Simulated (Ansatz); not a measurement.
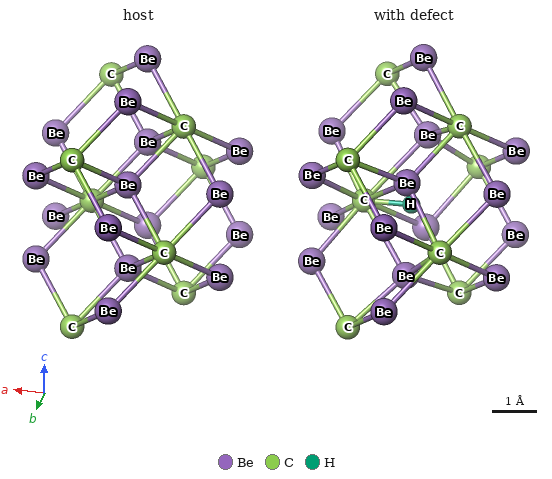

Left: perfect Be2C. Right: the same region with one point defect, after relaxing the atoms in a supercell of 96 sites. Style: ball-and-stick. Shown: the atoms within 3.3 Å of one point, from a free direction.

Level of theory: DFT, PBEsol, PAW, plane waves in Ansatz 0.2.0. Set-up: plane-wave cutoff 420 eV; k-point mesh 1 × 1 × 1; mesh shifted by (0.25, 0.25, 0.25); collinear spin. Fermi-Dirac smearing of 0.01 eV. A uniform background neutralises the charged cell. The axes drawn are those of the host's conventional cell.

What kind of defect was made?

An extra hydrogen atom is put between the host's atoms (an interstitial).

The charge state of the cell is −1.

How does the lattice respond?

The H atom starts with 1 Be at 0.93 Å, 1 C at 0.94 Å around its place and ends with 1 C at 1.11 Å. Of the host's atoms, a beryllium atom moves furthest from its site, by 0.21 Å. The H atom itself moves 0.90 Å from where it was put. The cell ends without a net magnetic moment.

Limits of the set-up: the cell is charged, on a uniform background, and energies carry no finite-size correction.
